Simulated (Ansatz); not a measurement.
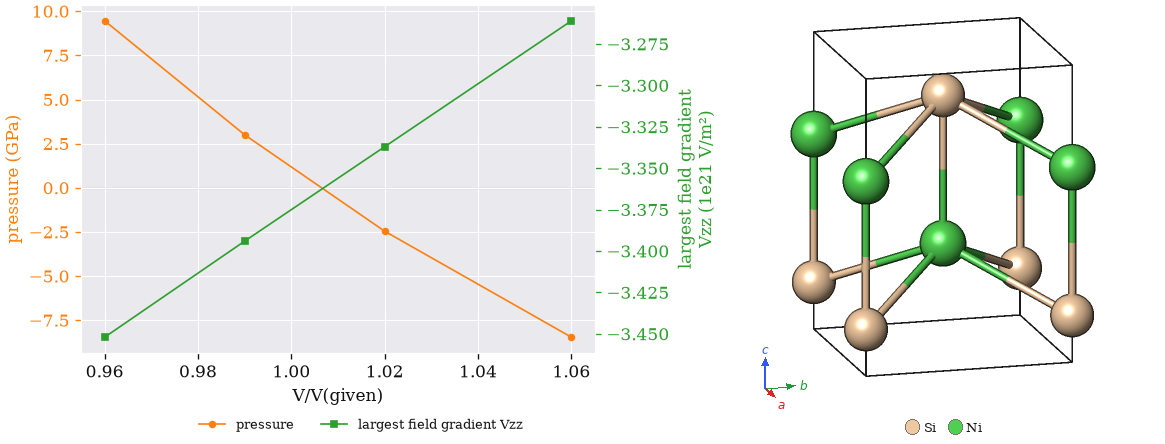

The figure shows the pressure and largest field gradient Vzz against V/V(given) for SiNi, space group Pmmn (No. 59). The conventional cell is drawn beside the plot.

Structure:
```cif
data_structure
_symmetry_space_group_name_H-M 'P 1'
_symmetry_Int_Tables_number 1
_cell_length_a 3.0266
_cell_length_b 3.2735
_cell_length_c 4.6978
_cell_angle_alpha 90.000
_cell_angle_beta 90.000
_cell_angle_gamma 90.000
_cell_volume 46.54
loop_
_atom_site_label
_atom_site_type_symbol
_atom_site_fract_x
_atom_site_fract_y
_atom_site_fract_z
_atom_site_occupancy
Si1 Si 0.50000 0.50000 0.84230 1
Si2 Si 0.00000 0.00000 0.15770 1
Ni1 Ni 0.50000 0.50000 0.34420 1
Ni2 Ni 0.00000 0.00000 0.65580 1
```

Method: periodic Kohn-Sham DFT of a crystal at fixed atoms, scaled to the stated factor times the given cell; pressure positive in compression (Ansatz 0.2.0). Level: PBE, collinear spin. The state reached is without moments.

method all-electron PAW; relativity scalar; k mesh 11×10×7; occupations Fermi–Dirac; smearing width 0.05 eV; nucleus Gaussian.

V(given) is 11.64 Å³/atom.

> What does the pressure do across the range?

It falls from 9.5 GPa at V/V(given) 0.96 to −8.5 GPa at 1.06, and changes sign near 1.01.

> How does the largest field gradient Vzz vary with V/V(given)?

It rises from −3.452 1e21 V/m² at V/V(given) 0.96 to −3.261 1e21 V/m² at 1.06.

Keep in mind: no gap: field gradients move with the k mesh; run without spin, though Ni often carries a moment; shape and atomic fractions are frozen while scaling, which makes layered, chain and framework solids too stiff.

The computed values:

```json
{"V/V(given)": "0.96", "pressure (GPa)": "9.5", "largest field gradient Vzz (1e21 V/m²)": "-3.452"}
{"V/V(given)": "0.99", "pressure (GPa)": "3.0", "largest field gradient Vzz (1e21 V/m²)": "-3.394"}
{"V/V(given)": "1.02", "pressure (GPa)": "-2.5", "largest field gradient Vzz (1e21 V/m²)": "-3.337"}
{"V/V(given)": "1.06", "pressure (GPa)": "-8.5", "largest field gradient Vzz (1e21 V/m²)": "-3.261"}
```
